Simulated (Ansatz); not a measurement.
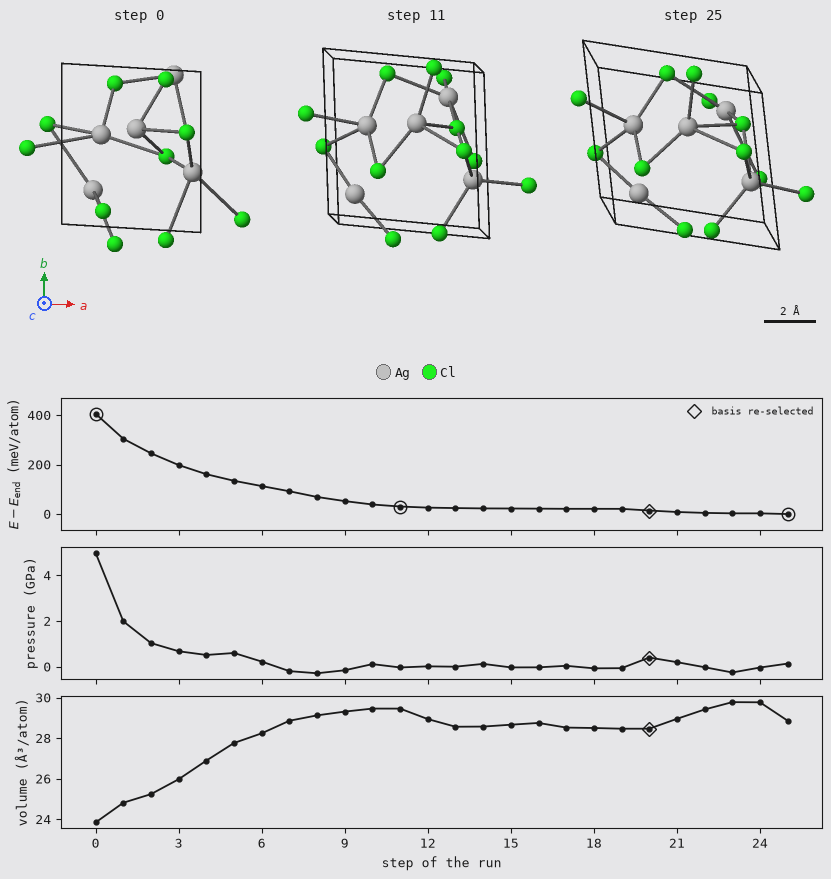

Frames of a relaxation of an amorphous cell of composition AgCl (coarse preliminary run), marked on the history of the run. A ball-and-stick model of the cell of the calculation, reduced to other axes, seen along the c axis. Lengths and directions refer to the drawn axes.

Case: atoms packed at random at 1.08 times the crystal's volume.

Theory: DFT PBE, scalar-relativistic, plane waves, PAW in Ansatz. Settings: plane-wave cutoff 420 eV; k-point mesh 2 × 2 × 3; occupations gaussian; smearing width 0.1 eV; mesh shifted by (0.5, 0.5, 0); no spin polarisation; cell and atoms relaxed; force threshold 0.04 eV/Å; at most 70 steps.

### Describe the path.

The run was cut off at its time limit before the relaxation converged, so the last structure is only a point on the way. After 24 accepted moves (25 points after the start) the energy has fallen by 406 meV per atom. The largest force component goes from 1.8 to 0.055 eV/Å. The pressure goes from 4.98 to 0.14 GPa. The SCF was repeated once at an unchanged geometry on a basis and grid sized afresh for the cell, which shifted the energy by 6.7 meV per atom at most. A Cl atom moves most relative to the cell: 1.55 Å roughly along [1 −3 −1]. Largest moves by element: Cl 1.55 Å, Ag 1.02 Å. Cell: a 5.576 → 6.695 Å (+20.1 %), b 6.420 → 6.331 Å (−1.4 %), c 6.695 → 7.472 Å (+11.6 %), α 92.7° → 74.9°, β 93.8° → 104.2°, γ 93.3° → 106.1°. Volume +21.0 %. Near-neighbour distances that change, for instance: Ag–Cl 4.451 → 2.419 Å, Ag–Cl 2.820 → 4.422 Å, Ag–Cl 3.620 → 2.476 Å, Cl–Cl 2.815 → 3.833 Å. New bonds form, among them: Ag–Cl (3.45 → 2.60 Å), Ag–Cl (3.62 → 2.48 Å), Ag–Cl (4.45 → 2.42 Å). Bonds break, among them: Ag–Cl (2.82 → 4.42 Å). Among the angles between lasting bonds that change: Cl–Ag–Cl 70.9° → 123.1°, Ag–Cl–Ag 101.2° → 149.5°, Cl–Ag–Cl 85.7° → 133.8°. From step 0 to 11: Cl atoms move most (1.39 Å), volume +23.5 %, energy −375 meV per atom. From step 11 to 25: a Cl atom moves most (0.62 Å), volume −2.0 %, energy −30.4 meV per atom.

Limits of the set-up: the periodic images lie only 5.6 Å apart, so the values are limited by the cell's size.
